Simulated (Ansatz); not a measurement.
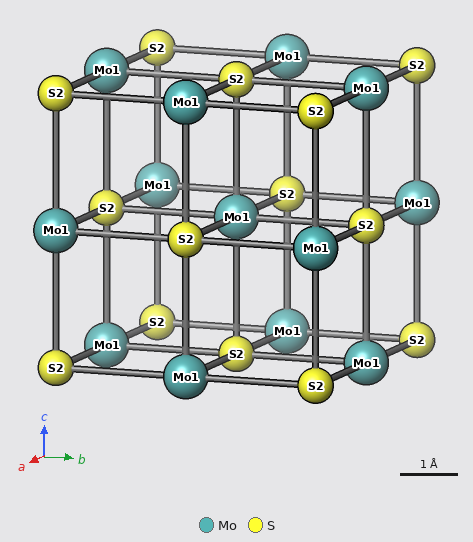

*The structure as given in the input (ball-and-stick view of the cell 4 times as large as that of the calculation, set on its symmetry axes, seen slightly off an axis; atoms are numbered from 1 in the order of the input). An atom can appear more than once, as a periodic image.*

Near neighbours in the periodic cell (some may lie outside the picture): Mo has 6 S at 2.48 Å; S has 6 Mo at 2.48 Å.

## Geometry relaxation of MoS (part 1 of 2)

The run: geometry relaxation of MoS (2 atoms in the cell). Method and program: DFT PBE, scalar-relativistic, plane waves, PAW, spin-polarised (Ansatz 0.2.0).

The structure was made by a generator, so it may or may not be a known phase. Figures and captions count atoms from 1; the log counts them from 0 in places.

Input
```yaml
crystal:
  lattice:
    - [0.0, 2.480459903, 2.480459903]
    - [2.480459903, 0.0, 2.480459903]
    - [2.480459903, 2.480459903, 0.0]
  atoms:
    - { symbol: Mo, position: [0.5, 0.5, 0.5], spin: 0.43 }
    - { symbol: S, position: [0.0, 0.0, 0.0] }
basis:
  ecutwfc: 420
kpoints:
  mp_grid: { grid: [20, 20, 20] }
hamiltonian:
  xc: pbe
scf:
  occupations: { method: gaussian, width: 0.1 }
output:
  forces: true
  stress: true
  eigenvalues: true
  populations: true
  write_density: true
  write_potential: true
  elf: true
  volumetric_format: npy
magnetization:
  spin_polarized: true
relax:
  adjacent_minimum: "off"
  f_tol: 0.01
  max_steps: 80
  cell: { stress_tol: 0.05 }
```

Hardware: 1 thread of Intel Xeon @ 2.50GHz (Skylake/Cascade Lake), 189 GiB of memory available, shared host.

Command:
```bash
ansatz run input.yaml --threads 1 --pin off --max-ram 2560MiB --backend cpu --events-out ev --progress --plain --runs-dir out
```

Log
```
Engine: ansatz 0.2.0, x86_64-unknown-linux-gnu
Pseudopotentials: kind: paw
Pseudopotential: Mo, paw, valence charge 14, recommended cutoff 420 eV (normal), Mo.paw.azcp
Pseudopotential: S, paw, valence charge 6, recommended cutoff 420 eV (normal), S.paw.azcp
Functional definition: PBE
  parameter kappa = 0.804
  parameter beta = 0.06672455060314922
  exchange = pbe_x(kappa = kappa, mu = beta*pi^2/3)
  correlation = pbe_c(beta = beta)
Crystal: 2 atoms, lattice volume = 30.523 Å³
Basis set: ecut = 420 eV, 609 PW (Γ), exchange–correlation on 48×48×48 points (8 copies of the dense FFT grid, shifted against one another)
Bands: 15, of which v1, the nominal top of the filled ones, is band 10 counted from 1 (9 counted from 0)
Symmetry: 48 space group operations
Space group: Fm-3m (ITA 225), of the structure as read, at distance tolerance 3.1e-5 Å
Magnetic group: BNS 225.116 (UNI 1618), of the structure as read, at distance tolerance 3.1e-5 Å
k-points: 256 of 8000
Non-local potential: Mo, projectors of the file, l = 0: 3, l = 1: 2, l = 2: 2, l = 3: 1
Non-local potential: S, projectors of the file, l = 0: 2, l = 1: 2, l = 2: 2
PAW form: soft (Blöchl's): semilocal exchange-correlation on the pseudo side does not see the compensation charge
PAW one-centre angular grid: Mo, 590 points (default); XC on 64 Gauss nodes
PAW one-centre angular grid: S, 110 points (default); XC on 64 Gauss nodes
Initial density: superposition of atomic densities (chi_scale 0.1, normalization cell)
Starting moments: Σ|m| = 0.43 μB on 1 of 2 sites
Initial wavefunctions: pseudopotential atomic-orbital guess
Functional: x = pbe(κ = 0.804, μ = 0.2195149727645171), c = pbe(β = 0.06672455060314922)
SCF iter   1: F=—  HF=-5858.509716 eV  |F-HF|=—  |Δ(HF+E_count)|=         —  Δρ=3.64e-2 (↑3.64e-2 ↓3.40e-2)  dr2=2.41e0  dr2_m=1.56e-3  M=0.338 μB ∫|m|=0.341 μB  β_m=0.30  ethr=3.10e-3  ⟨swp⟩=5.0  Hψ=41944  notcnv=0
Mixer restart at iter 1: flushing history
preconditioner: auto → Kerker (q_TF=auto, 2.543 Å⁻¹)  [metal: Δε(μ)=0.004 eV  Ē_g=9.894 eV  σ=0.100 eV  W_gap=0.02  n_scr=14 (ndim 8)  ℏωp=23.3 eV  f_vac=0.000  D(μ)=2.47/eV (n_scr^D=26)]
spin=Collinear: Kerker preconditioning applied to the charge; magnetization (m = ρ↑ − ρ↓) channel mixes plain (no charge-response kernel on spin).
SCF iter   2: F=—  HF=-5858.005307 eV  |F-HF|=—  |Δ(HF+E_count)|=   5.04e-1  Δρ=2.37e-2 (↑2.37e-2 ↓2.23e-2)  dr2=9.88e-1  dr2_m=7.55e-4  M=0.335 μB ∫|m|=0.337 μB  β_m=0.56  ethr=3.10e-3  ⟨swp⟩=2.0  Hψ=13835  notcnv=0  defer=266
SCF iter   3: F=—  HF=-5857.637185 eV  |F-HF|=—  |Δ(HF+E_count)|=   3.68e-1  Δρ=5.18e-3 (↑5.18e-3 ↓4.97e-3)  dr2=1.49e-2  dr2_m=9.87e-5  M=0.318 μB ∫|m|=0.321 μB  β_m=0.78  ethr=3.10e-3  ⟨swp⟩=2.2  Hψ=12733  notcnv=0  defer=266
SCF iter   4: F=—  HF=-5857.678480 eV  |F-HF|=—  |Δ(HF+E_count)|=         —  Δρ=1.81e-3 (↑1.81e-3 ↓1.70e-3)  dr2=4.24e-4  dr2_m=6.98e-4  M=0.262 μB ∫|m|=0.267 μB  β_m=0.78  ethr=7.47e-5  ⟨swp⟩=2.5  Hψ=17968  notcnv=0  defer=230
Mixer restart at iter 4: flushing history
SCF iter   5: F=—  HF=-5857.678683 eV  |F-HF|=—  |Δ(HF+E_count)|=   2.04e-4  Δρ=1.26e-3 (↑1.16e-3 ↓1.26e-3)  dr2=8.45e-5  dr2_m=3.82e-4  M=0.237 μB ∫|m|=0.241 μB  β_m=0.68  ethr=2.12e-6  ⟨swp⟩=2.4  Hψ=10458  notcnv=0  defer=230
SCF iter   6: F=—  HF=-5857.678836 eV  |F-HF|=—  |Δ(HF+E_count)|=   1.52e-4  Δρ=8.48e-4 (↑8.48e-4 ↓7.61e-4)  dr2=7.15e-6  dr2_m=1.80e-4  M=0.197 μB ∫|m|=0.200 μB  β_m=0.94  ethr=4.22e-7  ⟨swp⟩=2.0  Hψ=12123  notcnv=0  defer=231
SCF iter   7: F=—  HF=-5857.678950 eV  |F-HF|=—  |Δ(HF+E_count)|=   1.15e-4  Δρ=5.45e-4 (↑5.45e-4 ↓4.95e-4)  dr2=7.55e-6  dr2_m=7.39e-5  M=0.146 μB ∫|m|=0.149 μB  β_m=0.27  ethr=3.57e-8  ⟨swp⟩=3.7  Hψ=16561  notcnv=0  defer=231
SCF iter   8: F=—  HF=-5857.678987 eV  |F-HF|=—  |Δ(HF+E_count)|=   3.70e-5  Δρ=4.07e-4 (↑3.91e-4 ↓4.07e-4)  dr2=4.82e-6  dr2_m=4.27e-5  M=0.120 μB ∫|m|=0.122 μB  β_m=0.48  ethr=3.57e-8  ⟨swp⟩=2.3  Hψ=13355  notcnv=0  defer=231
SCF iter   9: F=—  HF=-5857.679046 eV  |F-HF|=—  |Δ(HF+E_count)|=   5.88e-5  Δρ=2.10e-4 (↑1.94e-4 ↓2.10e-4)  dr2=1.80e-6  dr2_m=1.08e-5  M=0.065 μB ∫|m|=0.065 μB  β_m=0.92  ethr=2.41e-8  ⟨swp⟩=3.4  Hψ=16631  notcnv=0  defer=232
SCF iter  10: F=—  HF=-5857.679069 eV  |F-HF|=—  |Δ(HF+E_count)|=   2.31e-5  Δρ=3.50e-5 (↑2.36e-5 ↓3.50e-5)  dr2=2.30e-7  dr2_m=1.97e-7  M=0.008 μB ∫|m|=0.008 μB  β_m=0.96  ethr=9.01e-9  ⟨swp⟩=3.0  Hψ=17786  notcnv=0  defer=232
SCF iter  11: F=—  HF=-5857.679069 eV  |F-HF|=—  |Δ(HF+E_count)|=   3.33e-7  Δρ=1.13e-5 (↑7.26e-6 ↓1.13e-5)  dr2=1.73e-8  dr2_m=2.24e-8  M=-0.003 μB ∫|m|=0.003 μB  β_m=0.98  ethr=1.15e-9  ⟨swp⟩=3.5  Hψ=16747  notcnv=0  defer=232
SCF iter  12: F=—  HF=-5857.679070 eV  |F-HF|=—  |Δ(HF+E_count)|=   4.77e-8  Δρ=4.49e-6 (↑2.78e-6 ↓4.49e-6)  dr2=2.16e-9  dr2_m=3.58e-9  M=-0.001 μB ∫|m|=0.001 μB  β_m=0.99  ethr=8.63e-11  ⟨swp⟩=2.8  Hψ=13850  notcnv=0  defer=232
SCF iter  13: F=—  HF=-5857.679070 eV  |F-HF|=—  |Δ(HF+E_count)|=   7.02e-9  Δρ=2.35e-7 (↑2.35e-7 ↓1.89e-7)  dr2=2.10e-11  dr2_m=8.43e-12  M=-0.000 μB ∫|m|=0.000 μB  β_m=0.99  ethr=1.08e-11  ⟨swp⟩=3.4  Hψ=16548  notcnv=0  defer=232
SCF iter  14: F=-5857.679070 eV  HF=-5857.679070 eV  |F-HF|=3.64e-12  |Δ(HF+E_count)|=  1.27e-11  Δρ=7.56e-8 (↑3.68e-8 ↓7.56e-8)  dr2=5.29e-12  dr2_m=1.81e-13  M=-0.000 μB ∫|m|=0.000 μB  ethr=1.00e-12  ⟨swp⟩=5.9  Hψ=37017  notcnv=0
WARN: the starting moments were not kept: the SCF closed with an absolute magnetisation of 2.1e-5 μB, where they sum to 0.43 μB in size (1 site). That is at most 0.1 of that sum. Measured as dr2_m measures the in/out step, that magnetisation stands 1.3e-10 eV from none, at or under the dr2_threshold of 1.0e-7 eV: it is no larger than a step whose dr2_m would equal this threshold. The system may hold no moment; this SCF shows only that its start led to no more than that. To try another start: raise the starting moments (crystal.atoms[].spin, magnetization.per_species, magnetization.initial_magnetization, or on a non-collinear deck that types none of these the spinor_matrix: blocks that start its atoms; where the total moment is fixed, keep their sum and leave initial_magnetization as it is; typed ones take the place of any that the run laid by itself, positive ones on a crystal's lanthanoids without a Hubbard term where scf.initial_density.shell_occupations: [] is typed) or, if the notice of its spin-set hold's release reads "site moments contracting" or "site moments show no strong build", lengthen the hold (scf.mixing.spin_hold: { on: { confirm: 4 } }; for m-r²SCAN on two components see the key's manual first). Each may lead to a state that holds a moment. A second SCF, from the converged charge density, with the starting moments and any scf.initial_density.shell_occupations laid on it anew, would have followed, and was not run: the deck does not ask for one (magnetization.retry_lost_moments is false, the default). To let it run, set magnetization.retry_lost_moments: true and run the deck again, where that key's refused combinations let it; where memory then withholds it, that run's warning says so.
SCF 1 converged in 14 iterations: F = -5857.679070 eV  dr2 = 5.29e-12
  greatest PAW one-centre occupation: 0.998 electrons in one spin orbital (limit 2), on the Mo atom at site 0 (counted from 0), in its partial waves of l = 0
relax step   1: F+E_penalty+E_count = -5857.67906952 eV  Δ(F+E_penalty+E_count) = +0.000e0 eV  max|allowed force component| = 2.860e-29 eV/Å  Δτ_max = 0.0000 Å  P = -0.439 GPa  Ω = 30.523 Å³  (14 SCF iters, accepted)
Crystal: 2 atoms, lattice volume = 30.437 Å³
Initial density: handed on by an earlier stage of this run
Starting moments: Σ|m| = 0.43 μB on 1 of 2 sites; this step starts from the density that it was given
Initial wavefunctions: those handed on with the density
iter 1 solved again at ethr=2.27e-7 eV; its pass at ethr=3.10e-3 eV (dr2=4.53e-5 eV) is discarded
```
